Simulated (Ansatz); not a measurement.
GaAs: single-point calculation (part 1 of 2)

- system: GaAs (F-43m, 16 atoms in the cell)
- method: DFT LDA, scalar-relativistic, plane waves, PAW, no spin polarisation (Ansatz 0.2.0)

The structure derives from a Materials Project entry. It belongs to a series of runs on one base structure; here: the perfect crystal in a cell of 16 atoms. Figures and captions count atoms from 1; the log counts them from 0 in places.

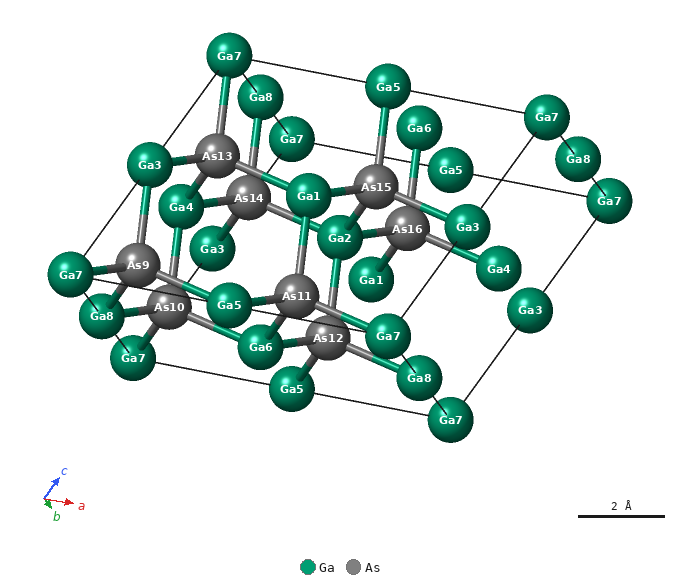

*The structure (ball-and-stick view of the cell of the calculation, seen at an oblique angle; atoms are numbered from 1 in the order of the input).*

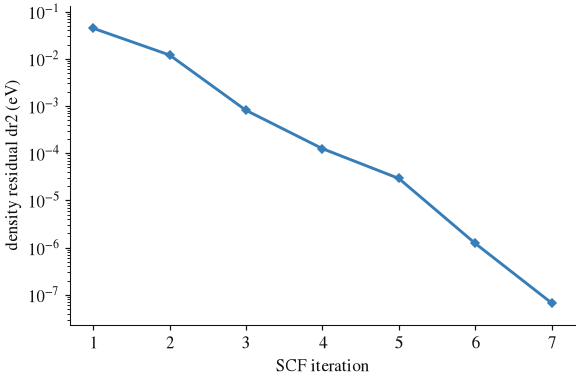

*Convergence of the self-consistent field: density residual dr2 against the SCF iteration.*

The residual falls at every step.

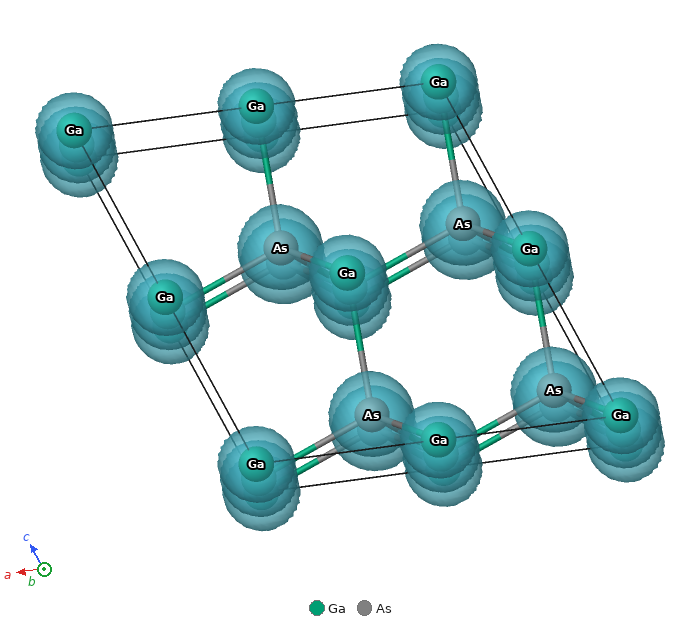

*Isosurface of the valence electron density at 1 e/Å³ (cyan), seen at an oblique angle. Sticks mark near contacts. The outline is the calculation cell.*

At this value the density breaks into separate islands; it holds about 70 % of the electrons treated as valence (semicore included). It is pinched off along the Ga–As (2.43 Å) contacts. On the grid the lowest density along these lines, outside the cores, is 0.49 e/Å³ (Ga–As, 2.43 Å). Core electrons are frozen (PAW), so the fields are smoothed inside the atomic spheres.

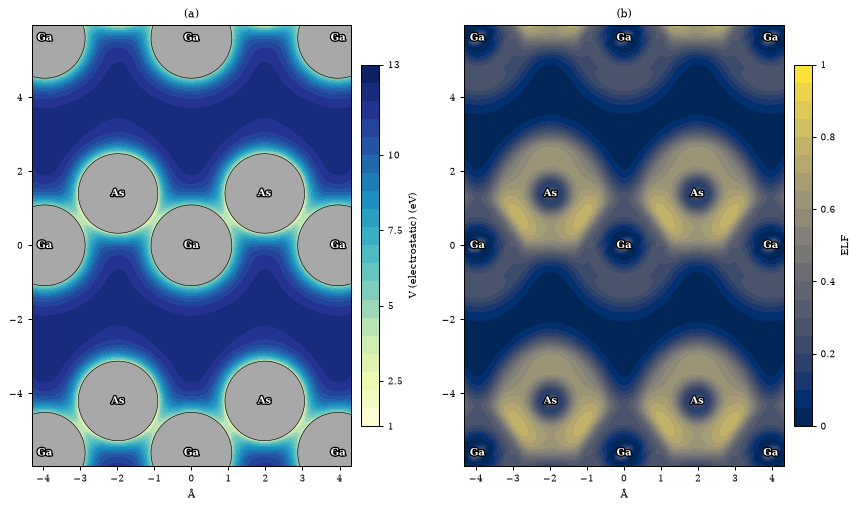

*(a) electrostatic potential energy of an electron; (b) electron localisation function on the (11̄0) plane of the calculation cell. Grey discs, where drawn, cover atomic cores.*

Atoms in the plane: Ga and As. The strong features right at Ga lie inside the PAW spheres (semicore, d or f shells) and say nothing about bonding. Outside the cores the potential energy rises away from the atoms and is highest about 2.4 Å from the nearest atoms; outside the discs it spans about 11 eV, and its zero is arbitrary.

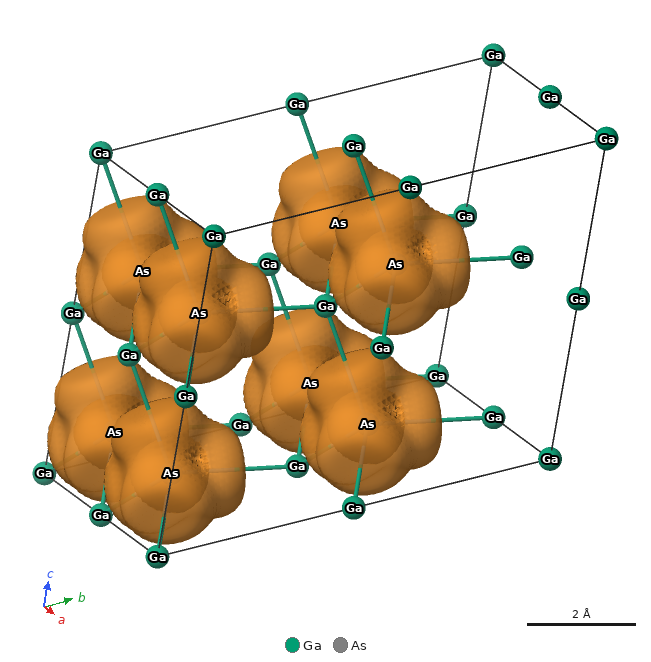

*Isosurface of the ELF at 0.6 (orange), seen slightly off an axis. Only the valence region is drawn (cores and ρ < 0.01 e/Å³ removed). Sticks mark near contacts. The outline is the calculation cell.*

Profiles from the grid: Ga–As (2.43 Å): the ELF peaks at about 0.80 between the atoms, which marks a shared electron pair.

These pictures come from the run below.

**Input file**
```yaml
crystal:
  lattice:
    - [0.0, 5.6033815718, -5.6033815718]
    - [5.6033815718, 5.6033815718, 0.0]
    - [5.6033815718, 0.0, -5.6033815718]
  atoms:
    - { symbol: Ga, position: [0.5, 0.0, 0.5] }
    - { symbol: Ga, position: [0.5, 0.5, 0.5] }
    - { symbol: Ga, position: [0.0, 0.0, 0.5] }
    - { symbol: Ga, position: [0.0, 0.5, 0.5] }
    - { symbol: Ga, position: [0.5, 0.0, 0.0] }
    - { symbol: Ga, position: [0.5, 0.5, 0.0] }
    - { symbol: Ga, position: [0.0, 0.0, 0.0] }
    - { symbol: Ga, position: [0.0, 0.5, 0.0] }
    - { symbol: As, position: [0.125, 0.125, 0.125] }
    - { symbol: As, position: [0.125, 0.625, 0.125] }
    - { symbol: As, position: [0.625, 0.125, 0.125] }
    - { symbol: As, position: [0.625, 0.625, 0.125] }
    - { symbol: As, position: [0.125, 0.125, 0.625] }
    - { symbol: As, position: [0.125, 0.625, 0.625] }
    - { symbol: As, position: [0.625, 0.125, 0.625] }
    - { symbol: As, position: [0.625, 0.625, 0.625] }
basis:
  ecutwfc: 420
  xc_grid: 2
kpoints:
  mp_grid: { grid: [3, 3, 3], shift: [0.0, 0.0, 0.0] }
hamiltonian:
  xc: lda
scf:
  occupations: { method: gaussian, width: 0.02 }
output:
  forces: true
  stress: true
  eigenvalues: true
  write_density: true
  write_potential: true
  elf: true
  volumetric_format: npy
```

Launched with:
```bash
ansatz run input.yaml --threads 4 --pin off --max-ram 8192MiB --backend cpu --events-out ev --progress --plain --runs-dir out
```

**The program's output**
```
Engine: ansatz 0.2.0, x86_64-unknown-linux-gnu
Pseudopotentials: kind: paw
Pseudopotential: Ga, paw, valence charge 13, recommended cutoff 420 eV (normal), Ga.paw.azcp
Pseudopotential: As, paw, valence charge 15, recommended cutoff 420 eV (normal), As.paw.azcp
Functional definition: SPW92
  exchange = slater_x
  correlation = pw_c
Crystal: 16 atoms, lattice volume = 351.869 Å³
Basis set: ecut = 420 eV, 6855 PW (Γ), exchange–correlation on 108×108×108 points (8 copies of the dense FFT grid, shifted against one another)
Bands: 135, of which v1, the nominal top of the filled ones, is band 112 counted from 1 (111 counted from 0)
Symmetry: 192 space group operations
Space group: F-43m (ITA 216), of the structure as read, at distance tolerance 7.1e-5 Å
k-points: 4 of 27 (time reversal used)
Non-local potential: Ga, projectors of the file, l = 0: 2, l = 1: 2, l = 2: 3, l = 3: 1
Non-local potential: As, projectors of the file, l = 0: 2, l = 1: 2, l = 2: 3, l = 3: 1
PAW form: soft (Blöchl's): semilocal exchange-correlation on the pseudo side does not see the compensation charge
PAW frozen core: Ga, regenerated for the run's functional, and the local potential with it (the file was generated under x = pbe(κ = 0.804, μ = 0.2195149727645171), c = pbe(β = 0.06672455060314922))
PAW frozen core: As, regenerated for the run's functional, and the local potential with it (the file was generated under x = pbe(κ = 0.804, μ = 0.2195149727645171), c = pbe(β = 0.06672455060314922))
PAW one-centre angular grid: Ga, 590 points (default); XC on 64 Gauss nodes
PAW one-centre angular grid: As, 590 points (default); XC on 64 Gauss nodes
Initial density: superposition of atomic densities (neutral atoms: chi_scale 0, normalization atom), corrected by the library's trained network
Initial wavefunctions: pseudopotential atomic-orbital guess
Functional: x = slater, c = lda
SCF iter   1: F=—  HF=-67850.184909 eV  |F-HF|=—  |Δ(HF+E_count)|=         —  Δρ=4.69e-3  dr2=4.43e-2  ethr=1.77e-3  ⟨swp⟩=6.0  Hψ=1796  notcnv=0  defer=1
preconditioner: auto → Resta (q_TF=auto, 2.530 Å⁻¹)  ε∞=3.6  [insulator: Δε(μ)=0.459 eV  Ē_g=14.605 eV  σ=0.020 eV  W_gap=1.00  n_scr=112 (ndim 8)  ℏωp=23.8 eV  f_vac=0.078  D(μ)=0.00/eV (n_scr^D=0)  ε∞_Penn≈3.6]
SCF iter   2: F=—  HF=-67850.162745 eV  |F-HF|=—  |Δ(HF+E_count)|=   2.22e-2  Δρ=2.62e-3  dr2=1.20e-2  ethr=1.98e-5  ⟨swp⟩=3.0  Hψ=1096  notcnv=0  defer=68
SCF iter   3: F=—  HF=-67850.161360 eV  |F-HF|=—  |Δ(HF+E_count)|=   1.39e-3  Δρ=5.12e-4  dr2=8.10e-4  ethr=5.34e-6  ⟨swp⟩=3.0  Hψ=773  notcnv=0  defer=68
SCF iter   4: F=—  HF=-67850.161338 eV  |F-HF|=—  |Δ(HF+E_count)|=   2.19e-5  Δρ=1.80e-4  dr2=1.25e-4  ethr=3.62e-7  ⟨swp⟩=2.0  Hψ=918  notcnv=0  defer=68
SCF iter   5: F=—  HF=-67850.161198 eV  |F-HF|=—  |Δ(HF+E_count)|=   1.40e-4  Δρ=9.12e-5  dr2=2.92e-5  ethr=5.57e-8  ⟨swp⟩=2.0  Hψ=760  notcnv=0  defer=68
SCF iter   6: F=—  HF=-67850.161187 eV  |F-HF|=—  |Δ(HF+E_count)|=   1.14e-5  Δρ=1.75e-5  dr2=1.23e-6  ethr=1.30e-8  ⟨swp⟩=2.0  Hψ=760  notcnv=0  defer=68
SCF iter   7: F=-67850.161186 eV  HF=-67850.161186 eV  |F-HF|=3.49e-8  |Δ(HF+E_count)|=   2.29e-7  Δρ=4.53e-6  dr2=6.73e-8  ethr=4.46e-11  ⟨swp⟩=11.2  Hψ=4165  notcnv=0
SCF 1 converged in 7 iterations: F = -67850.161186 eV  dr2 = 6.73e-8
  greatest PAW one-centre occupation: 0.999 electrons in one spin orbital (limit 2), on the As atom at site 15 (counted from 0), in its partial waves of l = 2
SCF converged after 7 iterations
Free energy (F): -67850.161186 eV
Harris-Foulkes:  -67850.161186 eV  (|F-HF|=3.49e-8)
Internal energy: -67850.161186 eV  (E = F + TS)
E sigma→0 (E₀):  -67850.161186 eV
Fermi energy:    8.489765 eV
--- Per-component energies (eV) ---
  E_band       = -2518.219614
  E_kinetic    = 1768.076268
  E_local      = -31105.068680  (includes V_loc(G=0)·N_el)
  E_nonlocal   = -1907.712773
  E_hartree    = 15668.763697
  E_xc         = -1186.271592
  E_vxc        = -1110.954086  (∫ρ·V_xc dr)
  E_paw        = -29334.677798  (= ΣΔE_a)
  E_vpaw       = -1500.096480  (= ΣTr[D̂ρ^β])
  E_aug_tail   = -0.000853  (compensation charges beyond the density's cutoff)
  E_ewald      = -21783.699134
  E_core_change = 30.429680  (= ΣΔE_core)
  E_smearing   = -0.000000  (= −TS)
  E_closure    = -0.000000  (closes the sum)
  Σ components = -67850.161186   (vs F -67850.161186, Δ=0.00e0)
--- Forces (eV/Å), atoms counted from 1 ---
  atom   1  Ga     0.00000000     0.00000000    -0.00000000
  atom   2  Ga     0.00000000     0.00000000    -0.00000000
  atom   3  Ga     0.00000000     0.00000000    -0.00000000
  atom   4  Ga     0.00000000     0.00000000    -0.00000000
  atom   5  Ga     0.00000000     0.00000000    -0.00000000
  atom   6  Ga     0.00000000    -0.00000000    -0.00000000
  atom   7  Ga     0.00000000     0.00000000    -0.00000000
  atom   8  Ga     0.00000000     0.00000000     0.00000000
  atom   9  As    -0.00000000    -0.00000000     0.00000000
  atom  10  As    -0.00000000    -0.00000000     0.00000000
  atom  11  As    -0.00000000     0.00000000    -0.00000000
  atom  12  As    -0.00000000     0.00000000    -0.00000000
  atom  13  As    -0.00000000    -0.00000000    -0.00000000
  atom  14  As    -0.00000000    -0.00000000     0.00000000
  atom  15  As    -0.00000000    -0.00000000    -0.00000000
  atom  16  As    -0.00000000     0.00000000     0.00000000
  max |Σ_I F_I| component: 1.26e-15 eV/Å
--- Stress (GPa, compression-positive) ---
       -0.046705       0.000000      -0.000000
       -0.000000      -0.046705      -0.000000
       -0.000000       0.000000      -0.046705
  P = ⅓ Tr σ = -0.0467 GPa (-0.467 kbar)
--- Band table (eV) ---
```
